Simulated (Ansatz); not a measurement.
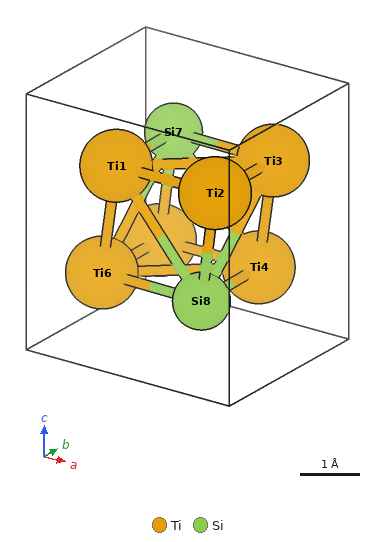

*The structure (ball-and-stick view of the cell of the calculation, seen slightly off an axis; atoms are numbered from 1 in the order of the input). An atom can appear more than once, as a periodic image.*

# Ti$_{3}$Si: phonon calculation

System: Ti$_{3}$Si (P6₃/mmc, 8 atoms in the cell).
Method: DFT PBEsol, scalar-relativistic, plane waves, PAW, no spin polarisation (Ansatz 0.2.0).

The structure derives from a Materials Project entry. It belongs to a series of runs on one base structure; here: phonon dispersion, density of states and thermodynamics. Figures and captions count atoms from 1; the log counts them from 0 in places.

**Input**
```yaml
crystal:
  lattice:
    - [5.5798487606, 0.0, 0.0]
    - [-2.7899243803, 4.832290776, 0.0]
    - [0.0, 0.0, 4.4880980615]
  atoms:
    - { symbol: Ti, position: [0.3426840011, 0.1713420006, 0.75] }
    - { symbol: Ti, position: [0.8286579994, 0.1713420006, 0.75] }
    - { symbol: Ti, position: [0.8286579994, 0.6573159989, 0.75] }
    - { symbol: Ti, position: [0.6573159989, 0.8286579994, 0.25] }
    - { symbol: Ti, position: [0.1713420006, 0.8286579994, 0.25] }
    - { symbol: Ti, position: [0.1713420006, 0.3426840011, 0.25] }
    - { symbol: Si, position: [0.3333333333, 0.6666666667, 0.75] }
    - { symbol: Si, position: [0.6666666667, 0.3333333333, 0.25] }
basis:
  ecutwfc: 420
kpoints:
  mp_grid: { grid: [6, 6, 8] }
hamiltonian:
  xc: pbesol
scf:
  occupations: { method: fermi_dirac, width: 0.15 }
output:
  eigenvalues: true
phonons:
  method: dfpt
  eigenvectors: true
  qmesh: [2, 2, 2]
  temperatures: { t_max: 1000, t_step: 100 }
  qpath:
    path:
      - [[0.0, 0.0, 0.0], [0.5, 0.0, 0.0], [0.33333333, 0.33333333, 0.0], [0.0, 0.0, 0.0], [0.0, 0.0, 0.5], [0.5, 0.0, 0.5], [0.33333333, 0.33333333, 0.5], [0.0, 0.0, 0.5]]
      - [[0.5, 0.0, 0.5], [0.5, 0.0, 0.0]]
      - [[0.33333333, 0.33333333, 0.5], [0.33333333, 0.33333333, 0.0]]
    npoints: 8
```

Hardware: 4 threads of Arm Neoverse V1, 24 GiB of memory available, shared host.

Command:
```bash
ansatz run input.yaml --threads 4 --pin off --max-ram 12288MiB --backend cpu --events-out ev --progress --plain --runs-dir out
```

**The program's output**
```
Warning: phonons: the dynamical matrix that this run interpolates holds no multipole term above the dipole-dipole one, and a site of this crystal is no centre of inversion, so its interpolated transverse optical and acoustic branches and sound speeds can stay off near Gamma, and the density of states and the thermodynamics with them. What a run solves at a wave vector of phonons.qpoints, Gamma apart, where the deck admits one, is free of this, and under fd what a larger phonons.supercell samples
band count auto-derived: 49 (N_el = 80.0; filled up to band 40; 48 by the electrons, moments and atoms)
Engine: ansatz 0.2.0, aarch64-unknown-linux-gnu
Pseudopotentials: kind: paw
Pseudopotential: Ti, paw, valence charge 12, recommended cutoff 420 eV (normal), Ti.paw.azcp
Pseudopotential: Si, paw, valence charge 4, recommended cutoff 420 eV (normal), Si.paw.azcp
Functional definition: PBEsol
  exchange = pbesol_x
  correlation = pbesol_c
Crystal: 8 atoms, lattice volume = 121.015 Å³
Basis set: ecut = 420 eV, 2355 PW (Γ), exchange–correlation on 80×80×60 points (8 copies of the dense FFT grid, shifted against one another)
Bands: 49, of which v1, the nominal top of the filled ones, is band 40 counted from 1 (39 counted from 0)
Symmetry: 24 space group operations
k-points: 35 of 288
Non-local potential: Ti, projectors of the file, l = 0: 3, l = 1: 2, l = 2: 3, l = 3: 1
Non-local potential: Si, projectors of the file, l = 0: 2, l = 1: 2, l = 2: 2
PAW form: soft (Blöchl's): semilocal exchange-correlation on the pseudo side does not see the compensation charge
PAW frozen core: Ti, regenerated for the run's functional, and the local potential with it (the file was generated under x = pbe(κ = 0.804, μ = 0.2195149727645171), c = pbe(β = 0.06672455060314922))
PAW frozen core: Si, regenerated for the run's functional, and the local potential with it (the file was generated under x = pbe(κ = 0.804, μ = 0.2195149727645171), c = pbe(β = 0.06672455060314922))
PAW one-centre angular grid: Ti, 590 points (default); XC on 64 Gauss nodes
PAW one-centre angular grid: Si, 110 points (default); XC on 64 Gauss nodes
Initial density: superposition of atomic densities (neutral atoms: chi_scale 0, normalization atom), corrected by the library's trained network
Initial wavefunctions: pseudopotential atomic-orbital guess
Functional: x = pbesol(κ = 0.804, μ = 0.12345679012345678), c = pbesol(β = 0.046)
SCF iter   1: F=—  HF=-16090.792379 eV  |F-HF|=—  |Δ(HF+E_count)|=         —  Δρ=6.86e-3  dr2=4.37e-2  ethr=1.77e-3  ⟨swp⟩=6.3  Hψ=6742  notcnv=0
preconditioner: auto → Kerker (q_TF=auto, 2.546 Å⁻¹)  [metal: Δε(μ)=0.012 eV  Ē_g=3.905 eV  σ=0.150 eV  W_gap=0.02  n_scr=26 (ndim 8)  ℏωp=19.1 eV  f_vac=0.000  D(μ)=7.11/eV (n_scr^D=70)]
SCF iter   2: F=—  HF=-16090.778266 eV  |F-HF|=—  |Δ(HF+E_count)|=   1.41e-2  Δρ=3.15e-3  dr2=1.04e-2  ethr=5.46e-5  ⟨swp⟩=2.5  Hψ=3092  notcnv=0
SCF iter   3: F=—  HF=-16090.775443 eV  |F-HF|=—  |Δ(HF+E_count)|=   2.82e-3  Δρ=6.79e-4  dr2=8.20e-4  ethr=1.30e-5  ⟨swp⟩=2.7  Hψ=3209  notcnv=0
SCF iter   4: F=—  HF=-16090.775268 eV  |F-HF|=—  |Δ(HF+E_count)|=   1.76e-4  Δρ=1.64e-4  dr2=4.40e-5  ethr=1.03e-6  ⟨swp⟩=2.0  Hψ=2288  notcnv=0
SCF iter   5: F=—  HF=-16090.775254 eV  |F-HF|=—  |Δ(HF+E_count)|=   1.41e-5  Δρ=3.44e-5  dr2=1.43e-6  ethr=5.50e-8  ⟨swp⟩=3.0  Hψ=3838  notcnv=0
SCF iter   6: F=—  HF=-16090.775250 eV  |F-HF|=—  |Δ(HF+E_count)|=   3.11e-6  Δρ=1.03e-5  dr2=1.35e-7  ethr=1.79e-9  ⟨swp⟩=2.0  Hψ=2318  notcnv=0
SCF iter   7: F=—  HF=-16090.775250 eV  |F-HF|=—  |Δ(HF+E_count)|=   2.95e-8  Δρ=2.10e-6  dr2=6.17e-9  ethr=1.68e-10  ⟨swp⟩=2.0  Hψ=2337  notcnv=0
SCF iter   8: F=—  HF=-16090.775250 eV  |F-HF|=—  |Δ(HF+E_count)|=   1.72e-9  Δρ=5.98e-7  dr2=3.00e-10  ethr=7.72e-12  ⟨swp⟩=2.0  Hψ=3022  notcnv=0
SCF iter   9: F=—  HF=-16090.775250 eV  |F-HF|=—  |Δ(HF+E_count)|=  1.36e-10  Δρ=1.36e-7  dr2=2.19e-11  ethr=1.00e-12  ⟨swp⟩=2.3  Hψ=3010  notcnv=0
SCF iter  10: F=-16090.775250 eV  HF=-16090.775250 eV  |F-HF|=3.64e-12  |Δ(HF+E_count)|=  7.28e-12  Δρ=2.52e-8  dr2=5.37e-13  ethr=1.00e-12  ⟨swp⟩=5.7  Hψ=7047  notcnv=0
SCF 1 converged in 10 iterations: F = -16090.775250 eV  dr2 = 5.37e-13
  greatest PAW one-centre occupation: 0.999 electrons in one spin orbital (limit 2), on the Ti atom at site 5 (counted from 0), in its partial waves of l = 0
Initial density: read from a saved state, or passed on in memory by an earlier SCF of this step, an earlier step, the calling program or the single point that the run made first
iter 1 solved again at ethr=4.97e-7 eV; its pass at ethr=3.10e-3 eV (dr2=3.98e-4 eV) is discarded
SCF iter   1: F=—  HF=-16090.775250 eV  |F-HF|=—  |Δ(HF+E_count)|=         —  Δρ=6.15e-7  dr2=3.16e-10  ethr=4.97e-7  ⟨swp⟩=3.5  Hψ=10789  notcnv=0
eigensolver tolerance schedule: the retry pair's looser diagonalisation over-reported the residual by 1256220.23 of it (diagonalisation noise at an unbounded share of the residual, at the tolerance the schedule requests for it); recorded, not acted on — ethr = c·dr2/N_el stays at c = 1.0e-1
preconditioner: auto → Kerker (q_TF=auto, 2.546 Å⁻¹)  [metal: Δε(μ)=0.004 eV  Ē_g=3.872 eV  σ=0.150 eV  W_gap=0.01  n_scr=26 (ndim 8)  ℏωp=19.1 eV  f_vac=0.000  D(μ)=7.29/eV (n_scr^D=70)]
SCF iter   2: F=—  HF=-16090.775250 eV  |F-HF|=—  |Δ(HF+E_count)|=   6.04e-7  Δρ=3.11e-7  dr2=6.91e-11  ethr=1.00e-12  ⟨swp⟩=4.3  Hψ=4622  notcnv=0
SCF iter   3: F=—  HF=-16090.775250 eV  |F-HF|=—  |Δ(HF+E_count)|=  3.64e-12  Δρ=2.01e-7  dr2=3.02e-11  ethr=1.00e-12  ⟨swp⟩=1.0  Hψ=1715  notcnv=0
iter 4 did not close the SCF: its close was put off for the readings that it lacked (scf_convergence_deferred on its scf_iter line)
SCF iter   4: F=-16090.775250 eV  HF=-16090.775250 eV  |F-HF|=1.82e-12  |Δ(HF+E_count)|=  5.46e-12  Δρ=1.06e-7  dr2=9.28e-12  ethr=1.00e-12  ⟨swp⟩=1.0  Hψ=1715  notcnv=0
iter 5 did not close the SCF: its close was put off for the readings that it lacked (scf_convergence_deferred on its scf_iter line)
SCF iter   5: F=-16090.775250 eV  HF=-16090.775250 eV  |F-HF|=1.82e-12  |Δ(HF+E_count)|=  5.46e-12  Δρ=7.41e-8  dr2=4.59e-12  ethr=1.00e-12  ⟨swp⟩=1.0  Hψ=1715  notcnv=0
iter 6 did not close the SCF: its close was put off for the readings that it lacked (scf_convergence_deferred on its scf_iter line)
SCF iter   6: F=-16090.775250 eV  HF=-16090.775250 eV  |F-HF|=7.28e-12  |Δ(HF+E_count)|=  7.28e-12  Δρ=4.68e-8  dr2=1.85e-12  ethr=1.00e-12  ⟨swp⟩=1.0  Hψ=1715  notcnv=0
iter 7 did not close the SCF: its close was put off for the readings that it lacked (scf_convergence_deferred on its scf_iter line)
SCF iter   7: F=-16090.775250 eV  HF=-16090.775250 eV  |F-HF|=0.00e0  |Δ(HF+E_count)|=  7.28e-12  Δρ=3.11e-8  dr2=8.16e-13  ethr=1.00e-12  ⟨swp⟩=1.0  Hψ=1715  notcnv=0
SCF iter   8: F=-16090.775250 eV  HF=-16090.775250 eV  |F-HF|=1.82e-12  |Δ(HF+E_count)|=  7.28e-12  Δρ=1.53e-8  dr2=1.98e-13  ethr=1.00e-12  ⟨swp⟩=1.1  Hψ=3625  notcnv=0
SCF 2 converged in 8 iterations: F = -16090.775250 eV  dr2 = 1.98e-13
phonons: the bands overlap, so this run is a metal and interpolates without the dipole-dipole term. If the crystal is really an insulator or semiconductor, its LO-TO splitting is missing
NSCF: frozen V_eff on 35 k-points
NSCF: frozen V_eff on 100 k-points
DFPT response loops at q = (0, 0, 0) (fractional): preconditioner auto → Kerker (q_TF=auto, 2.546 Å⁻¹) (partly filled bands, converged f_vac=0.000); β = 1.00, the filter's whole step (`scf.mixing.beta` (0.50) is not read by the response loops under this deck's `scf.mixing.preconditioner`; to damp them name `kerker` or `kerker_dos`, under which they read `scf.mixing.beta`, and type it under 1.00, their step now; both keys bind the ground state too); Broyden in place of MSR1
NSCF: frozen V_eff on 200 k-points
DFPT response loops at q = (0, 0, -0.5) (fractional): mixed as the last ones told, above
NSCF: frozen V_eff on 200 k-points
DFPT response loops at q = (0, -0.5, 0) (fractional): mixed as the last ones told, above
NSCF: frozen V_eff on 200 k-points
DFPT response loops at q = (0, -0.5, -0.5) (fractional): mixed as the last ones told, above
SCF converged after 10 iterations
Free energy (F): -16090.775250 eV
Harris-Foulkes:  -16090.775250 eV  (|F-HF|=3.64e-12)
Internal energy: -16090.205945 eV  (E = F + TS)
E sigma→0 (E₀):  -16090.490598 eV
Entropy (-TS):   -0.569305 eV (-71.163 meV/atom)
Fermi energy:    14.060377 eV
--- Per-component energies (eV) ---
  E_band       = -815.870449
  E_kinetic    = 1731.790218
  E_local      = -5129.916049  (includes V_loc(G=0)·N_el)
  E_nonlocal   = 108.993287
  E_hartree    = 2169.067369
  E_xc         = -696.837718
  E_vxc        = -832.453464  (∫ρ·V_xc dr)
  E_paw        = -7135.681482  (= ΣΔE_a)
  E_vpaw       = -1032.419902  (= ΣTr[D̂ρ^β])
  E_aug_tail   = 0.000690  (compensation charges beyond the density's cutoff)
  E_ewald      = -7138.521687
  E_core_change = 0.899427  (= ΣΔE_core)
  E_smearing   = -0.569305  (= −TS)
  E_closure    = -0.000000  (closes the sum)
  Σ components = -16090.775250   (vs F -16090.775250, Δ=0.00e0)
--- Band table (eV; the first three rows and the last of 35) ---
  k-point 0: bands = ["-42.3131", "-42.1745", "-42.1697", "-42.1697", "-42.1037", "-42.1037", "-19.0174", "-19.0025", "-18.8540", "-18.8540", "-18.8429", "-18.7725", "-18.7725", "-18.7314", "-18.7314", "-18.5805", "-18.4249", "-18.4249", "-18.3474", "-18.3441", "-18.2259", "-18.2259", "-18.2184", "-18.2184", "4.3290", "6.3440", "10.4811", "10.8195", "10.8195", "11.1366", "11.1366", "11.3007", "11.8768", "12.2448", "12.3269", "12.3269", "12.6848", "12.6848", "13.3802", "13.8472", "14.5678", "14.5678", "14.6262", "14.6731", "14.6731", "15.8938", "15.8938", "16.0139", "16.2442"]
  k-point 1: bands = ["-42.3079", "-42.1798", "-42.1672", "-42.1672", "-42.1062", "-42.1062", "-19.0149", "-18.9976", "-18.8921", "-18.8921", "-18.8305", "-18.7952", "-18.7952", "-18.6776", "-18.6776", "-18.5716", "-18.4163", "-18.4163", "-18.3693", "-18.3533", "-18.2260", "-18.2260", "-18.2194", "-18.2194", "4.4327", "6.3001", "10.5565", "10.8490", "10.8490", "10.9186", "11.2547", "11.2547", "11.7008", "12.3940", "12.3940", "12.5439", "12.5439", "12.5844", "13.4283", "13.9398", "14.5112", "14.5112", "14.7094", "14.7094", "14.7225", "15.8763", "15.9356", "15.9356", "16.1384"]
  k-point 2: bands = ["-42.2929", "-42.1950", "-42.1600", "-42.1600", "-42.1133", "-42.1133", "-19.0082", "-18.9892", "-18.9379", "-18.9379", "-18.8480", "-18.8480", "-18.7892", "-18.5872", "-18.5872", "-18.5464", "-18.4308", "-18.4033", "-18.4033", "-18.3793", "-18.2268", "-18.2268", "-18.2221", "-18.2221", "4.7237", "6.1687", "10.3651", "10.4848", "10.9452", "10.9452", "11.5843", "11.5843", "11.6588", "12.2161", "12.2161", "12.5738", "12.5738", "13.0245", "13.5141", "14.0642", "14.3601", "14.3601", "14.6716", "14.6716", "15.0052", "15.5813", "15.9236", "15.9236", "15.9252"]
  k-point 34: bands = ["-42.2074", "-42.2074", "-42.1738", "-42.1738", "-42.1367", "-42.1367", "-18.9253", "-18.9253", "-18.8429", "-18.8429", "-18.7645", "-18.7645", "-18.6383", "-18.6383", "-18.6365", "-18.6365", "-18.4969", "-18.4969", "-18.3863", "-18.3863", "-18.3658", "-18.3658", "-18.2629", "-18.2629", "6.1525", "6.1525", "9.2738", "9.2738", "10.3285", "10.3285", "11.7746", "11.7746", "12.0946", "12.0946", "13.3987", "13.3987", "13.4666", "13.4666", "13.6563", "13.6563", "14.4413", "14.4413", "14.7553", "14.7553", "14.8812", "14.8812", "15.3805", "15.3805", "15.7285"]
--- Phonons (Γ-DFPT): 4 representative perturbations + reference (Σ response iterations 12) ---
  ASR residual: 1.452e-3 → 0.000e0 eV/Å²; symmetrization residual: 2.936e-6 eV/Å²
  ASR residual per site (eV/Å²): 1.36e-3 1.36e-3 1.45e-3 1.36e-3 1.36e-3 1.45e-3 9.10e-6 9.10e-6
  Γ frequencies (cm⁻¹): 0.00 0.00 0.00 84.45 84.45 138.99 138.99 146.70 193.87 193.87 204.90 249.36 249.36 263.36 263.36 275.89 280.89 288.13 296.26 296.26 296.66 317.77 319.79 319.79
--- Phonons (arbitrary-q DFPT): 4 irreducible q on the 2×2×2 mesh ---
  q = [0.0000, 0.0000, 0.0000] (star 1, of the zone-centre solve; hermiticity 5.87e-7, symmetrization 5.58e-8): 0.00 0.00 0.00 84.45 84.45 138.99 138.99 146.70 193.87 193.87 204.90 249.36 249.36 263.36 263.36 275.89 280.89 288.13 296.26 296.26 296.66 317.77 319.79 319.79
  q = [0.0000, 0.0000, -0.5000] (star 1, 4 solved perturbations in 265 linear systems a pass and spin channel, the states on 100 of 288 k-point pairs; hermiticity 6.87e-7, symmetrization 4.98e-8): 110.87 110.87 110.87 110.87 194.72 194.72 204.50 204.50 204.50 204.50 214.58 214.58 229.65 229.65 229.65 229.65 254.36 254.36 313.28 313.28 317.76 317.76 317.76 317.76
  q = [0.0000, -0.5000, 0.0000] (star 3, 9 solved perturbations in 690 linear systems a pass and spin channel, the states on 100 of 288 k-point pairs; hermiticity 4.36e-7, symmetrization 1.64e-13): -45.22 107.96 119.34 129.45 159.18 170.23 187.00 187.34 188.52 201.05 217.46 223.94 228.77 230.45 237.38 262.04 263.19 263.43 289.52 298.34 306.68 306.94 310.78 320.79
  q = [0.0000, -0.5000, -0.5000] (star 3, 9 solved perturbations in 690 linear systems a pass and spin channel, the states on 100 of 288 k-point pairs; hermiticity 4.37e-7, symmetrization 8.09e-13): 121.21 121.21 139.21 139.21 146.05 146.05 190.18 190.18 192.78 192.78 206.62 206.62 243.62 243.62 260.38 260.38 262.49 262.49 298.79 298.79 316.23 316.23 317.49 317.49
  sum rule: each row above includes the acoustic sum rule's correction from the zone centre's row sums; it moved no ω² by more than (2.87 cm⁻¹)²
  mesh force constants: q→R imaginary residual 7.89e-18; ASR residual 1.452e-3 → 0.000e0 eV/Å²; symmetrization residual 1.243e-14 eV/Å²
  interpolated dispersion: 75 rows × 24 modes
  density of states and harmonic sums: on the 14×14×14 q-mesh, interpolated from the force constants of a 2×2×2 supercell (no non-analytic term)
  largest difference from the sums on the solved wave vectors: F 1.41e-1 eV, S 1.94e-4 and C_V 5.30e-5 eV/K
  zero-point energy: 0.327985 eV/cell   skipped modes (ω ≤ 0): 34, of them read as no rigid motion or as one in doubt: 31 (1.345e-1 modes/cell left out, lowest -50.82 cm⁻¹)   left out of the sums: 5.65e-3 of the cell's modes: C_V's classical limit lies that fraction below 3 k_B per atom; for a crystal, a wire or a layer, F and S can be off by more, and a phonons.interpolated_qmesh denser along its periods is the remedy for the sampling
```

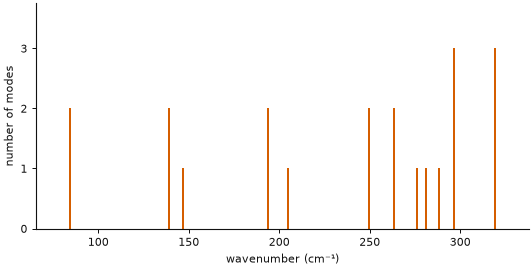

*Optical phonons at the zone centre (no LO–TO term); neighbouring modes closer than 3 cm⁻¹ are counted in one stick.*

21 modes from 84 to 320 cm⁻¹, none imaginary.

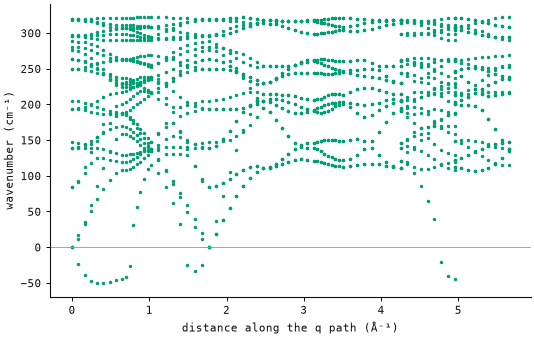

*Phonon frequencies along the path of the input (imaginary ones negative).*

The highest is 322 cm⁻¹; the lowest is 50i cm⁻¹, so the structure is dynamically unstable.

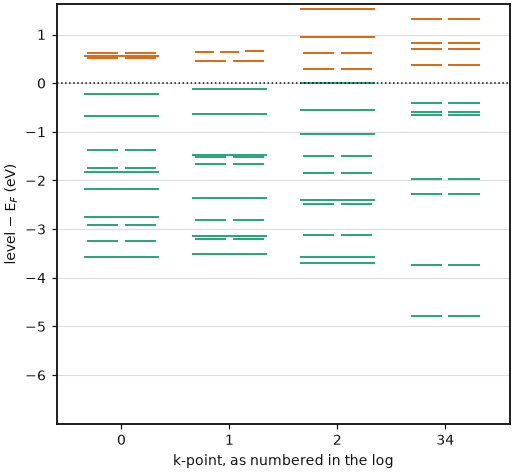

*Kohn–Sham levels near the Fermi level (dotted) at the few k-points that the log prints; levels within 0.02 eV of each other stand side by side.*

The system is metallic on the full mesh.

**Results in brief**

```csv
quantity,value
outcome,converged
space group (tolerance 0.01 Å),P6₃/mmc (194)
electrons treated,80
free energy,−16090.7753 eV
Fermi energy,14.060 eV
gap on the k-point mesh,none (metallic)
wall time,8 min (CPU time 31 min)
peak memory,2 GiB
```

**Remarks**

Results for this metal are sensitive to the k-point mesh.
